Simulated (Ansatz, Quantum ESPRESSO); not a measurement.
# Evanescent states of LiH, rock salt type, lattice constant set to 4.08 Å, part 2 of 3

Aim: how fast states decay in the gap of LiH, rock salt type, lattice constant set to 4.08 Å.

Quantum ESPRESSO 7.5; plane-wave DFT, PBE, SG15 norm-conserving pseudopotentials; cross-check by Ansatz 0.2.0 with PAW datasets.

So far. Step 2 (SCF with pw.x): The run needed 7 iterations to bring the estimated error under 1e-09 Ry.

### 3. Complex band structure

Level of this step: complex band structure by pwcond; plane-wave DFT, PBE, SG15 norm-conserving pseudopotentials (Quantum ESPRESSO).

ikind = 0 solves one period of the crystal for all kz, real and complex, at each energy and k across. ewind and epsproj trim the two-dimensional plane-wave basis; nz1 sets the subslabs.

cbs.in reads:

```
&inputcond
  outdir = './out'
  prefixl = 'scf'
  band_file = 'cbs'
  ikind = 0
  ewind = 4.0
  epsproj = 1e-05
  nz1 = 7
  energy0 = 6.9
  denergy = -0.23
/
4
  0.00000000 0.00000000 1.00000000
  0.50000000 0.00000000 1.00000000
  0.50000000 0.50000000 1.00000000
  0.25000000 0.00000000 1.00000000
40
```

On the command line:

```console
$ OMP_NUM_THREADS=1 mpirun -n 2 pwcond.x -in cbs.in > cbs.out
```

What it wrote:

```text
[banner, memory and clock lines left out]
Program PWCOND v.7.5 starts

          URL

     ./out/scf.save/

     IMPORTANT: XC functional enforced from input :
     Exchange-correlation= PBE
                           (   1   4   3   4   0   0   0)
     Any further DFT definition will be discarded
     Please, verify this is what you really want

     Reading collected, re-writing distributed wavefunctions

===== INPUT FILE containing the left lead =====

     GEOMETRY:

     lattice parameter (alat)  =       5.4519  a.u.
     the volume                =     229.1644 (a.u.)^3
     the cross section         =      29.7227 (a.u.)^2
     l of the unit cell        =       1.4142 (alat)
     number of atoms/cell      =            4
     number of atomic types    =            2

     crystal axes: (cart. coord. in units of alat)
               a(1) = (  1.0000  0.0000  0.0000 )
               a(2) = (  0.0000  1.0000  0.0000 )
               a(3) = (  0.0000  0.0000  1.4142 )

   Cartesian axes

     site n.     atom                  positions (alat units)
          1        Li     tau(  1)=(  0.0000  0.0000  1.4142  )
          2        H      tau(  2)=(  0.5000  0.5000  1.4142  )
          3        Li     tau(  3)=(  0.5000  0.5000  0.7071  )
          4        H      tau(  4)=(  0.0000  0.0000  0.7071  )

     nr1s                      =           27
     nr2s                      =           27
     nr3s                      =           40
     nr1sx                     =           27
     nr2sx                     =           27
     nr3sx                     =           40
     nr1                       =           27
     nr2                       =           27
     nr3                       =           40
     nr1x                      =           27
     nr2x                      =           27
     nr3x                      =           40

 _______________________________
  Radii of nonlocal spheres:

     type       ibeta     ang. mom.          radius (alat units)
       Li         1         0                    0.3155
       Li         2         0                    0.3173
       Li         3         1                    0.2586
       Li         4         1                    0.2641
       H          1         0                    0.2018
       H          2         0                    0.2054
----- General information -----

----- Complex band structure calculation -----

     nrx                       =           27
     nry                       =           27
     nz1                       =            7

     energy0               =         6.9E+00
     denergy               =        -2.3E-01
     nenergy               =         40
     ecut2d                =         6.0E+01
     ewind                 =         4.0E+00
     epsproj               =         1.0E-05

     number of k_|| points=    4
                       cryst. coord.
        k(    1) = (   0.0000000   0.0000000), wk =   0.2500000
        k(    2) = (   0.5000000   0.0000000), wk =   0.2500000
        k(    3) = (   0.5000000   0.5000000), wk =   0.2500000
        k(    4) = (   0.2500000   0.0000000), wk =   0.2500000
----- Information about left lead -----

     nocros                   =           10
     noins                    =           10
     norb                     =           30
     norbf                    =           30
     nrz                      =           40

      iorb      type   ibeta   ang. mom.   m       position (alat)
        1        1       1        0        1   taunew(   1)=(  0.0000  0.0000  0.0000)
        2        1       2        0        1   taunew(   2)=(  0.0000  0.0000  0.0000)
        3        1       3        1        1   taunew(   3)=(  0.0000  0.0000  0.0000)
        4        1       3        1        2   taunew(   4)=(  0.0000  0.0000  0.0000)
        5        1       3        1        3   taunew(   5)=(  0.0000  0.0000  0.0000)
        6        1       4        1        1   taunew(   6)=(  0.0000  0.0000  0.0000)
        7        1       4        1        2   taunew(   7)=(  0.0000  0.0000  0.0000)
        8        1       4        1        3   taunew(   8)=(  0.0000  0.0000  0.0000)
        9        2       1        0        1   taunew(   9)=(  0.5000  0.5000  0.0000)
       10        2       2        0        1   taunew(  10)=(  0.5000  0.5000  0.0000)
       11        1       1        0        1   taunew(  11)=(  0.5000  0.5000  0.7071)
       12        1       2        0        1   taunew(  12)=(  0.5000  0.5000  0.7071)
       13        1       3        1        1   taunew(  13)=(  0.5000  0.5000  0.7071)
       14        1       3        1        2   taunew(  14)=(  0.5000  0.5000  0.7071)
       15        1       3        1        3   taunew(  15)=(  0.5000  0.5000  0.7071)
       16        1       4        1        1   taunew(  16)=(  0.5000  0.5000  0.7071)
       17        1       4        1        2   taunew(  17)=(  0.5000  0.5000  0.7071)
       18        1       4        1        3   taunew(  18)=(  0.5000  0.5000  0.7071)
       19        2       1        0        1   taunew(  19)=(  0.0000  0.0000  0.7071)
       20        2       2        0        1   taunew(  20)=(  0.0000  0.0000  0.7071)
       21        1       1        0        1   taunew(  21)=(  0.0000  0.0000  1.4142)
       22        1       2        0        1   taunew(  22)=(  0.0000  0.0000  1.4142)
       23        1       3        1        1   taunew(  23)=(  0.0000  0.0000  1.4142)
       24        1       3        1        2   taunew(  24)=(  0.0000  0.0000  1.4142)
       25        1       3        1        3   taunew(  25)=(  0.0000  0.0000  1.4142)
       26        1       4        1        1   taunew(  26)=(  0.0000  0.0000  1.4142)
       27        1       4        1        2   taunew(  27)=(  0.0000  0.0000  1.4142)
       28        1       4        1        3   taunew(  28)=(  0.0000  0.0000  1.4142)
       29        2       1        0        1   taunew(  29)=(  0.5000  0.5000  1.4142)
       30        2       2        0        1   taunew(  30)=(  0.5000  0.5000  1.4142)
    k slab    z(k)  z(k+1)     crossing(iorb=1,norb)
    1   0.0000 0.0354 0.0354   111111111100000000000000000000
    2   0.0354 0.0707 0.0354   111111111100000000000000000000
    3   0.0707 0.1061 0.0354   111111111100000000000000000000
    4   0.1061 0.1414 0.0354   111111111100000000000000000000
    5   0.1414 0.1768 0.0354   111111111100000000000000000000
    6   0.1768 0.2121 0.0354   111111111100000000000000000000
    7   0.2121 0.2475 0.0354   111111110000000000000000000000
    8   0.2475 0.2828 0.0354   111111110000000000000000000000
    9   0.2828 0.3182 0.0354   110000000000000000000000000000
   10   0.3182 0.3536 0.0354   000000000000000000000000000000
   11   0.3536 0.3889 0.0354   000000000000000000000000000000
   12   0.3889 0.4243 0.0354   000000000011000000000000000000
   13   0.4243 0.4596 0.0354   000000000011111111000000000000
   14   0.4596 0.4950 0.0354   000000000011111111000000000000
   15   0.4950 0.5303 0.0354   000000000011111111110000000000
   16   0.5303 0.5657 0.0354   000000000011111111110000000000
   17   0.5657 0.6010 0.0354   000000000011111111110000000000
   18   0.6010 0.6364 0.0354   000000000011111111110000000000
   19   0.6364 0.6718 0.0354   000000000011111111110000000000
   20   0.6718 0.7071 0.0354   000000000011111111110000000000
   21   0.7071 0.7425 0.0354   000000000011111111110000000000
   22   0.7425 0.7778 0.0354   000000000011111111110000000000
   23   0.7778 0.8132 0.0354   000000000011111111110000000000
   24   0.8132 0.8485 0.0354   000000000011111111110000000000
   25   0.8485 0.8839 0.0354   000000000011111111110000000000
   26   0.8839 0.9192 0.0354   000000000011111111110000000000
   27   0.9192 0.9546 0.0354   000000000011111111000000000000
   28   0.9546 0.9899 0.0354   000000000011111111000000000000
   29   0.9899 1.0253 0.0354   000000000011000000000000000000
   30   1.0253 1.0607 0.0354   000000000000000000000000000000
   31   1.0607 1.0960 0.0354   000000000000000000000000000000
   32   1.0960 1.1314 0.0354   000000000000000000001100000000
   33   1.1314 1.1667 0.0354   000000000000000000001111111100
   34   1.1667 1.2021 0.0354   000000000000000000001111111100
   35   1.2021 1.2374 0.0354   000000000000000000001111111111
   36   1.2374 1.2728 0.0354   000000000000000000001111111111
   37   1.2728 1.3081 0.0354   000000000000000000001111111111
   38   1.3081 1.3435 0.0354   000000000000000000001111111111
   39   1.3435 1.3789 0.0354   000000000000000000001111111111
   40   1.3789 1.4142 0.0354   000000000000000000001111111111
 ngper, shell number =          145          23
 ngper, n2d =          145          48
---  E-Ef =    6.9000000  k =    0.0000000   0.0000000
---  ie =          1  ik =          1
 Nchannels of the left tip =            1
 Right moving states:
   k1(2pi/a)   k2(2pi/a)   E-Ef (eV)
   0.3177272  -0.0000000   6.9000000
 Left moving states:
   k1(2pi/a)   k2(2pi/a)   E-Ef (eV)
  -0.3177272   0.0000000   6.9000000

---  E-Ef =    6.6700000  k =    0.0000000   0.0000000
---  ie =          2  ik =          1
 Nchannels of the left tip =            1
 Right moving states:
   k1(2pi/a)   k2(2pi/a)   E-Ef (eV)
   0.3042515  -0.0000000   6.6700000
 Left moving states:
   k1(2pi/a)   k2(2pi/a)   E-Ef (eV)
  -0.3042515   0.0000000   6.6700000
[... further energies and points left out ...]
---  E-Ef =   -1.8400000  k =    0.2500000   0.0000000
---  ie =         39  ik =          4
 Nchannels of the left tip =            1
 Right moving states:
   k1(2pi/a)   k2(2pi/a)   E-Ef (eV)
  -0.2812576  -0.0000000  -1.8400000
 Left moving states:
   k1(2pi/a)   k2(2pi/a)   E-Ef (eV)
   0.2812576   0.0000000  -1.8400000

---  E-Ef =   -2.0700000  k =    0.2500000   0.0000000
---  ie =         40  ik =          4
 Nchannels of the left tip =            1
 Right moving states:
   k1(2pi/a)   k2(2pi/a)   E-Ef (eV)
  -0.3151689  -0.0000000  -2.0700000
 Left moving states:
   k1(2pi/a)   k2(2pi/a)   E-Ef (eV)
   0.3151689   0.0000000  -2.0700000

Note: The following floating-point exceptions are signalling: IEEE_UNDERFLOW_FLAG
Note: The following floating-point exceptions are signalling: IEEE_UNDERFLOW_FLAG
```

Elapsed: 28 s, on 2 MPI ranks of Arm Neoverse N1, shared host; peak memory 0.09 GiB; 53 s of CPU time.

Read from the output:

* peak of the smallest κ at the zone centre: 0.166 Å⁻¹
* energy of the peak at the zone centre: 1.38 eV
* peak of the smallest κ at (1/4, 0): 0.301 Å⁻¹

K across = (0, 0) in the cell's reciprocal vectors; values within 0.0025 1/Å of each other count once, columns are sorted by size at each energy, a dash where no further value was kept. Table of Im kz of the slowest decaying states by energy, zero at the highest filled level of the SCF mesh:

| energy (eV) | decay 1 (Å⁻¹) | decay 2 (Å⁻¹) | decay 3 (Å⁻¹) |
| --- | --- | --- | --- |
| -2.07 | 1.84 | 2.00 | 2.03 |
| -1.38 | 1.79 | 1.97 | 1.99 |
| -0.69 | 1.74 | 1.94 | 2.74 |
| 0.00 | 0.008 | 1.68 | 1.90 |
| 0.69 | 0.144 | 1.63 | 1.85 |
| 1.38 | 0.166 | 1.57 | 1.80 |
| 2.07 | 0.151 | 1.51 | 1.75 |
| 2.76 | 0.09 | 1.45 | 1.69 |
| 3.45 | 1.38 | 1.64 | 1.75 |
| 4.14 | 1.32 | 1.58 | 1.71 |
| 4.83 | 1.24 | 1.52 | 1.67 |
| 5.52 | 1.17 | 1.46 | 1.63 |
| 6.21 | 1.09 | 1.4 | 1.59 |
| 6.90 | 0.997 | 1.33 | 1.55 |

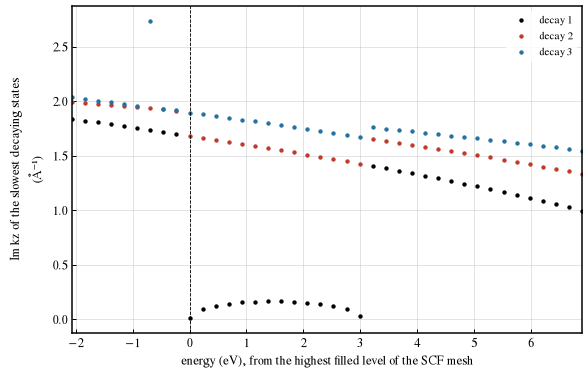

Im kz of the slowest decaying states against energy.

K across = (0, 0) in the cell's reciprocal vectors. Re kz of states that move upwards, channel 1 against energy, zero at the highest filled level of the SCF mesh:

| energy (eV) | Re kz of states that move upwards, channel 1 (Å⁻¹) |
| --- | --- |
| -2.07 | -0.428 |
| -1.61 | -0.349 |
| -0.92 | -0.233 |
| -0.46 | -0.151 |
| 0.00 | - |
| 0.46 | - |
| 1.15 | - |
| 1.61 | - |
| 2.07 | - |
| 2.76 | - |
| 3.22 | 0.0817 |
| 3.68 | 0.158 |
| 4.37 | 0.243 |
| 4.83 | 0.292 |
| 5.29 | 0.339 |
| 5.75 | 0.383 |
| 6.44 | 0.448 |
| 6.90 | 0.489 |

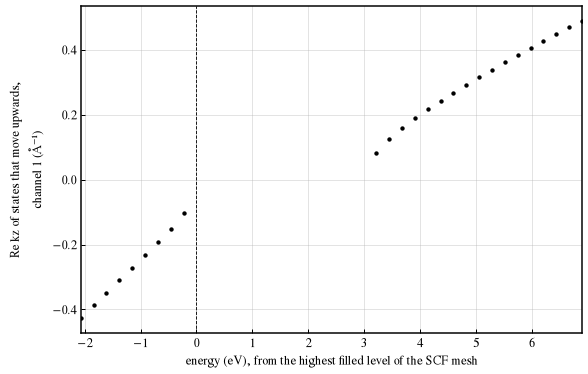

Re kz of states that move upwards, channel 1, plotted against energy.

K across = (1/2, 0) in the cell's reciprocal vectors; values within 0.0025 1/Å of each other count once, columns are sorted by size at each energy, a dash where no further value was kept. The Im kz of the slowest decaying states by energy, zero at the highest filled level of the SCF mesh:

| energy (eV) | decay 1 (Å⁻¹) | decay 2 (Å⁻¹) | decay 3 (Å⁻¹) |
| --- | --- | --- | --- |
| -2.07 | 0.766 | 1.48 | - |
| -1.61 | 0.876 | 1.49 | 1.49 |
| -0.92 | 0.913 | 1.49 | - |
| -0.46 | 0.906 | 1.50 | - |
| 0.00 | 0.886 | 1.50 | - |
| 0.46 | 0.857 | 1.49 | - |
| 1.15 | 0.801 | 1.48 | - |
| 1.61 | 0.756 | 1.48 | - |
| 2.07 | 0.704 | 1.47 | - |
| 2.76 | 0.614 | 1.45 | - |
| 3.22 | 0.543 | 1.44 | - |
| 3.68 | 0.459 | 1.42 | - |
| 4.37 | 0.284 | 1.40 | - |
| 4.83 | 1.38 | 1.66 | 2.66 |
| 5.29 | 1.36 | 1.62 | 2.64 |
| 5.75 | 1.34 | 1.58 | 2.62 |
| 6.44 | 1.31 | 1.52 | 2.58 |
| 6.90 | 1.28 | 1.48 | 2.56 |

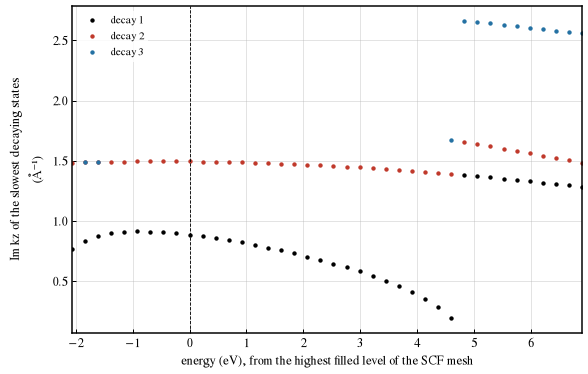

Im kz of the slowest decaying states, plotted against energy.

K across = (1/2, 1/2) in the cell's reciprocal vectors; values within 0.0025 1/Å of each other count once, columns are sorted by size at each energy, a dash where no further value was kept. The Im kz of the slowest decaying states by energy, zero at the highest filled level of the SCF mesh:

| energy (eV) | decay 1 (Å⁻¹) | decay 2 (Å⁻¹) | decay 3 (Å⁻¹) |
| --- | --- | --- | --- |
| -2.07 | 0.991 | 1.16 | 2.81 |
| -1.61 | 0.904 | 1.11 | 2.79 |
| -0.92 | 0.72 | 1.02 | 2.75 |
| -0.46 | 0.489 | 0.963 | 2.73 |
| 0.00 | 0.018 | 0.047 | 0.898 |
| 0.46 | 0.557 | 0.56 | 0.827 |
| 1.15 | 0.707 | 0.718 | 2.64 |
| 1.61 | 0.615 | 0.769 | 2.62 |
| 2.07 | 0.505 | 0.801 | 2.59 |
| 2.76 | 0.267 | 0.828 | 2.55 |
| 3.22 | 0.837 | 2.52 | - |
| 3.68 | 0.839 | 2.49 | 2.50 |
| 4.37 | 0.834 | 0.837 | 2.45 |
| 4.83 | 0.826 | 0.829 | 2.42 |
| 5.29 | 0.815 | 2.39 | - |
| 5.75 | 0.799 | 0.802 | 2.36 |
| 6.44 | 0.77 | 2.32 | - |
| 6.90 | 0.745 | 0.748 | 2.28 |

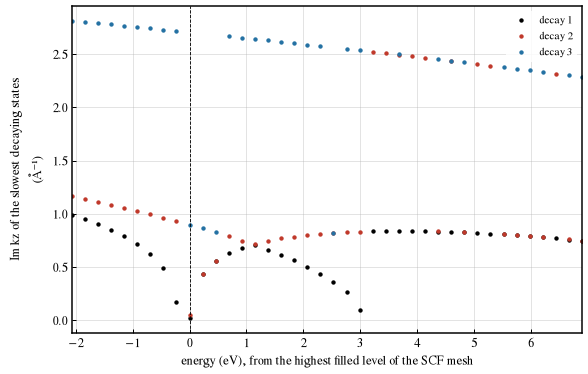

Im kz of the slowest decaying states against energy.

K across = (1/4, 0) in the cell's reciprocal vectors; values within 0.0025 1/Å of each other count once, columns are sorted by size at each energy, a dash where no further value was kept. The Im kz of the slowest decaying states by energy, zero at the highest filled level of the SCF mesh:

| energy (eV) | decay 1 (Å⁻¹) | decay 2 (Å⁻¹) | decay 3 (Å⁻¹) |
| --- | --- | --- | --- |
| -2.07 | 1.55 | 1.84 | 1.92 |
| -1.61 | 1.51 | 1.82 | 1.89 |
| -0.92 | 1.44 | 1.80 | 1.84 |
| -0.46 | 0.032 | 1.40 | 1.78 |
| 0.00 | 0.191 | 1.35 | 1.76 |
| 0.46 | 0.249 | 1.29 | 1.74 |
| 1.15 | 0.291 | 1.22 | 1.68 |
| 1.61 | 0.301 | 1.16 | 1.65 |
| 2.07 | 0.299 | 1.10 | 1.61 |
| 2.76 | 0.275 | 1.00 | 1.55 |
| 3.22 | 0.24 | 0.933 | 1.51 |
| 3.68 | 0.181 | 0.86 | 1.47 |
| 4.37 | 0.742 | 1.40 | 1.55 |
| 4.83 | 0.658 | 1.36 | 1.52 |
| 5.29 | 0.572 | 1.31 | 1.49 |
| 5.75 | 0.484 | 1.27 | 1.47 |
| 6.44 | 0.35 | 1.19 | 1.43 |
| 6.90 | 0.246 | 1.14 | 1.40 |

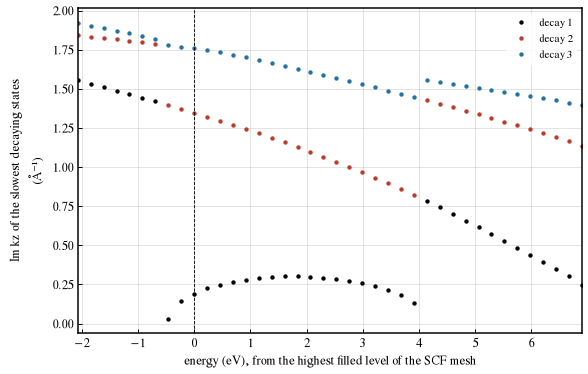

Im kz of the slowest decaying states, plotted against energy.

### 4. Complex band structure, with ewind = 6.0 and epsproj = 1e-07

How much does a setting matter? One run is repeated with a change.

cbs.w.in is the input of step 3 with these lines changed:

```diff
@@ -3,6 +3,6 @@
   prefixl = 'scf'
-  band_file = 'cbs'
+  band_file = 'cbs.w'
   ikind = 0
-  ewind = 4.0
-  epsproj = 1e-05
+  ewind = 6.0
+  epsproj = 1e-07
   nz1 = 7
```

On the command line:

```console
$ OMP_NUM_THREADS=1 mpirun -n 2 pwcond.x -in cbs.w.in > cbs.w.out
```

What it wrote:

```text
[banner, memory and clock lines left out]
Program PWCOND v.7.5 starts
[citation notice left out]

[...]
./out/scf.save/

     IMPORTANT: XC functional enforced from input :
     Exchange-correlation= PBE
                           (   1   4   3   4   0   0   0)
     Any further DFT definition will be discarded
     Please, verify this is what you really want

     Reading collected, re-writing distributed wavefunctions

===== INPUT FILE containing the left lead =====

     GEOMETRY:

     lattice parameter (alat)  =       5.4519  a.u.
     the volume                =     229.1644 (a.u.)^3
     the cross section         =      29.7227 (a.u.)^2
     l of the unit cell        =       1.4142 (alat)
     number of atoms/cell      =            4
     number of atomic types    =            2

     crystal axes: (cart. coord. in units of alat)
               a(1) = (  1.0000  0.0000  0.0000 )
               a(2) = (  0.0000  1.0000  0.0000 )
               a(3) = (  0.0000  0.0000  1.4142 )

   Cartesian axes

     site n.     atom                  positions (alat units)
          1        Li     tau(  1)=(  0.0000  0.0000  1.4142  )
          2        H      tau(  2)=(  0.5000  0.5000  1.4142  )
          3        Li     tau(  3)=(  0.5000  0.5000  0.7071  )
          4        H      tau(  4)=(  0.0000  0.0000  0.7071  )

     nr1s                      =           27
     nr2s                      =           27
     nr3s                      =           40
     nr1sx                     =           27
     nr2sx                     =           27
     nr3sx                     =           40
     nr1                       =           27
     nr2                       =           27
     nr3                       =           40
     nr1x                      =           27
     nr2x                      =           27
     nr3x                      =           40

 _______________________________
  Radii of nonlocal spheres:

     type       ibeta     ang. mom.          radius (alat units)
       Li         1         0                    0.3155
       Li         2         0                    0.3173
       Li         3         1                    0.2586
       Li         4         1                    0.2641
       H          1         0                    0.2018
       H          2         0                    0.2054
----- General information -----

----- Complex band structure calculation -----

     nrx                       =           27
     nry                       =           27
     nz1                       =            7

     energy0               =         6.9E+00
     denergy               =        -2.3E-01
     nenergy               =         40
     ecut2d                =         6.0E+01
     ewind                 =         6.0E+00
     epsproj               =         1.0E-07

     number of k_|| points=    4
                       cryst. coord.
        k(    1) = (   0.0000000   0.0000000), wk =   0.2500000
        k(    2) = (   0.5000000   0.0000000), wk =   0.2500000
        k(    3) = (   0.5000000   0.5000000), wk =   0.2500000
        k(    4) = (   0.2500000   0.0000000), wk =   0.2500000
----- Information about left lead -----

     nocros                   =           10
     noins                    =           10
     norb                     =           30
     norbf                    =           30
     nrz                      =           40

      iorb      type   ibeta   ang. mom.   m       position (alat)
        1        1       1        0        1   taunew(   1)=(  0.0000  0.0000  0.0000)
        2        1       2        0        1   taunew(   2)=(  0.0000  0.0000  0.0000)
[...]
30        2       2        0        1   taunew(  30)=(  0.5000  0.5000  1.4142)
    k slab    z(k)  z(k+1)     crossing(iorb=1,norb)
    1   0.0000 0.0354 0.0354   111111111100000000000000000000
    2   0.0354 0.0707 0.0354   111111111100000000000000000000
[...]
40   1.3789 1.4142 0.0354   000000000000000000001111111111
 ngper, shell number =          145          23
 ngper, n2d =          145         125
---  E-Ef =    6.9000000  k =    0.0000000   0.0000000
---  ie =          1  ik =          1
 Nchannels of the left tip =            1
 Right moving states:
   k1(2pi/a)   k2(2pi/a)   E-Ef (eV)
   0.3177480   0.0000000   6.9000000
 Left moving states:
   k1(2pi/a)   k2(2pi/a)   E-Ef (eV)
  -0.3177480  -0.0000000   6.9000000

---  E-Ef =    6.6700000  k =    0.0000000   0.0000000
---  ie =          2  ik =          1
 Nchannels of the left tip =            1
 Right moving states:
   k1(2pi/a)   k2(2pi/a)   E-Ef (eV)
   0.3042704   0.0000000   6.6700000
 Left moving states:
   k1(2pi/a)   k2(2pi/a)   E-Ef (eV)
  -0.3042704  -0.0000000   6.6700000
[... further energies and points left out ...]
---  E-Ef =   -1.8400000  k =    0.2500000   0.0000000
---  ie =         39  ik =          4
 Nchannels of the left tip =            1
 Right moving states:
   k1(2pi/a)   k2(2pi/a)   E-Ef (eV)
  -0.2811125  -0.0000000  -1.8400000
 Left moving states:
   k1(2pi/a)   k2(2pi/a)   E-Ef (eV)
   0.2811125   0.0000000  -1.8400000

---  E-Ef =   -2.0700000  k =    0.2500000   0.0000000
---  ie =         40  ik =          4
 Nchannels of the left tip =            1
 Right moving states:
   k1(2pi/a)   k2(2pi/a)   E-Ef (eV)
  -0.3150103  -0.0000000  -2.0700000
 Left moving states:
   k1(2pi/a)   k2(2pi/a)   E-Ef (eV)
   0.3150103   0.0000000  -2.0700000

[...]
```

Run time: 3.1 min. Hardware: 2 MPI ranks; peak memory 0.11 GiB; 5.9 min of CPU time.

Beside the run it was changed from:

| quantity | this run | unchanged run | difference |
| --- | --- | --- | --- |
| peak of the smallest κ at the zone centre (Å⁻¹) | 0.166 | 0.166 | 0 |
| wall time (s) | 185 | 28 |  |

The physical values in this table stay within 0.05 %.

[end of part 2 of 3]

[Logs are printed without paths, hosts, clocks, repeated set-up lines and the standing remarks that a program may print on its own settings, such as how far it seeks lower states.]

[Hosts, paths, dates, database ids (printed as entryN), source tags and the programs' standing remarks are cut or masked in the printed files.]

[Maps of the electrostatic potential energy from Ansatz leave out the sawtooth potential of an applied field or a dipole correction, so their vacuum need not be flat; planar profiles and work functions include it.]
